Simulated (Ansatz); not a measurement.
Start from this file.

```
Al Ga N
1.0
     3.11529    0.00000    0.00000
     0.00000    3.11529    0.00000
     0.00000    0.00000    4.38433
Al Ga N
1 1 2
Direct
  0.50000 0.50000 0.50000
  0.00000 0.00000 0.00000
  0.50000 0.00000 0.74005
  0.00000 0.50000 0.25995
```

Question: Summarise the structure in words.

Answer: Chemical formula AlGaN₂. The symmetry is that of P-4m2 (No. 115), on a primitive tetragonal lattice. Atoms per cell: 4 (1 Al, 1 Ga, 2 N). Each Al atom is coordinated by four N in a tetrahedral arrangement at 1.88 Å. Each Ga atom is coordinated by four N in a tetrahedral arrangement at 1.93 Å. About every N there are two Al and two Ga in a tetrahedral arrangement (1.88 Å to Al, 1.93 Å to Ga). The bonds build a three-dimensional framework.

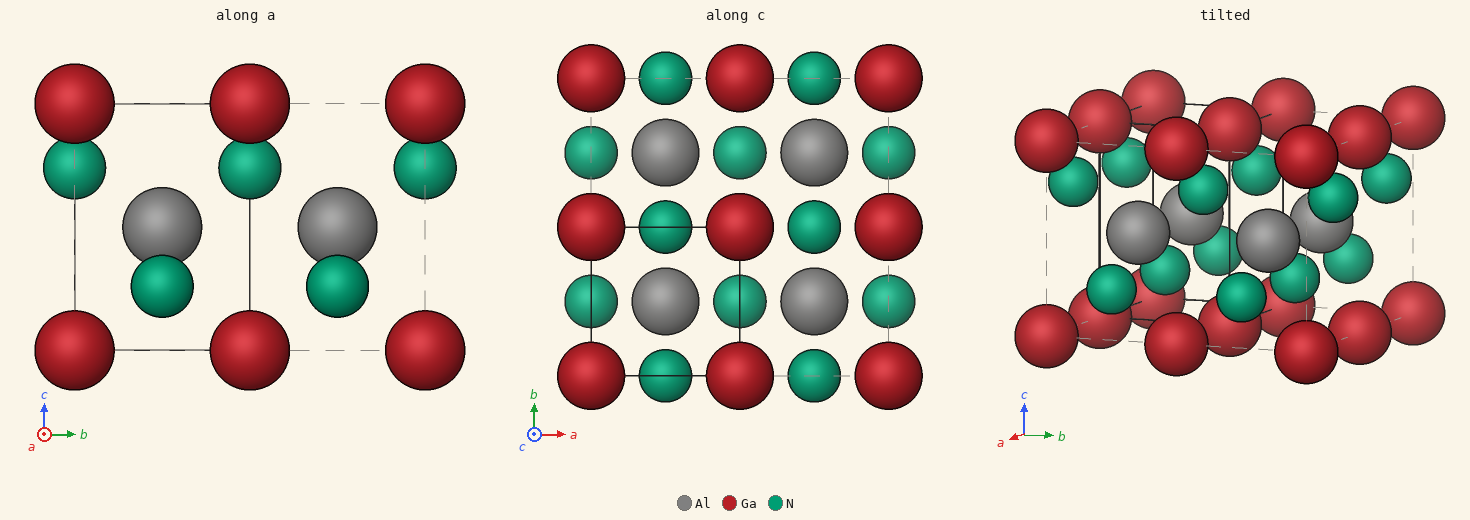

An orthographic spheres-only view of the structure, along the a axis, along the c axis and slightly off an axis. The solid frame is a single conventional unit cell within a 2×2×1 block. Colours: aluminium grey, gallium red, nitrogen teal.

Provenance: a structure listed in the Materials Project, with elements exchanged, so it need not be a known form of the compound. The final geometry of a relaxation with DFT LDA, scalar-relativistic, plane waves, PAW in Ansatz is shown.
